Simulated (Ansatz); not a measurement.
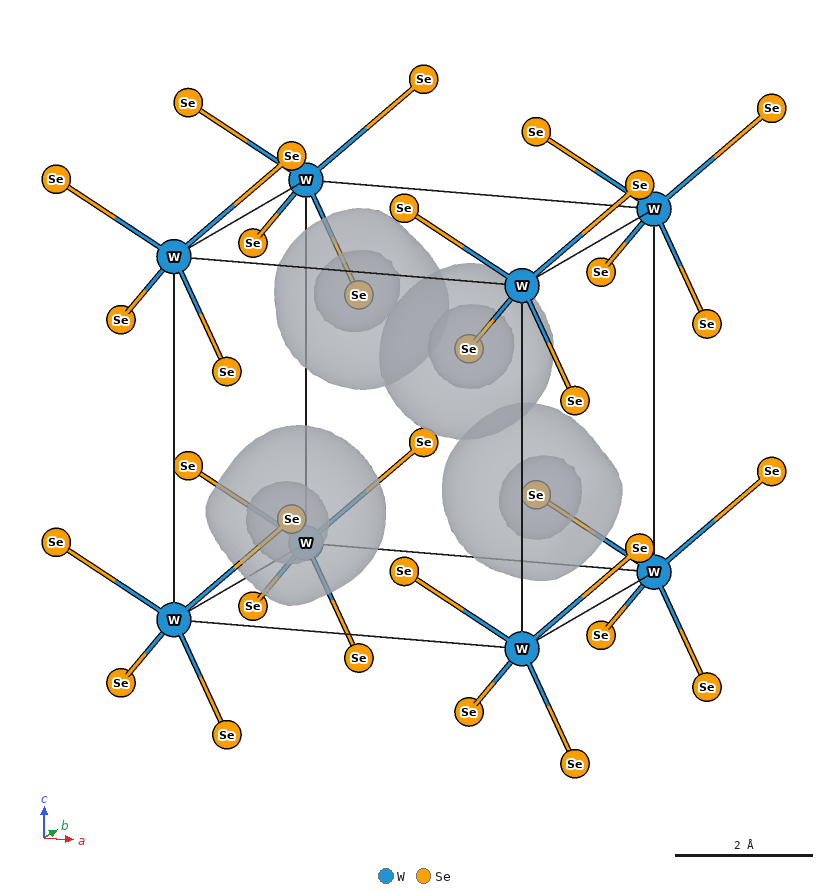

Figure. WSe4. Isosurface of the ELF at 0.7 (grey), seen slightly off an axis. Only the valence region is drawn (cores and ρ < 0.01 e/Å³ removed). Sticks mark near contacts.

Space group P-43m; a structure generated by program, which may or may not match a known phase.

All numbers below come from Ansatz 0.2.0, DFT PBE, scalar-relativistic, plane waves, PAW.

Core electrons are frozen (PAW), and the valence fields are smoothed inside the atomic spheres.

Describe the localisation domains.

Answer. The ELF exceeds this value in four regions wrapped around Se (the valence shell of each), counted in one cell of 5 atoms. Regions shared between cells count once. Along the contacts the grid gives the following. W–Se (2.32 Å): the ELF is about 0.55 at the midpoint.

Does the calculation make it a metal, or give it a gap?

Answer. It is gapless in this calculation (a metal or semimetal); semilocal functionals without U, or without the true magnetic order, often close the gap of such compounds.
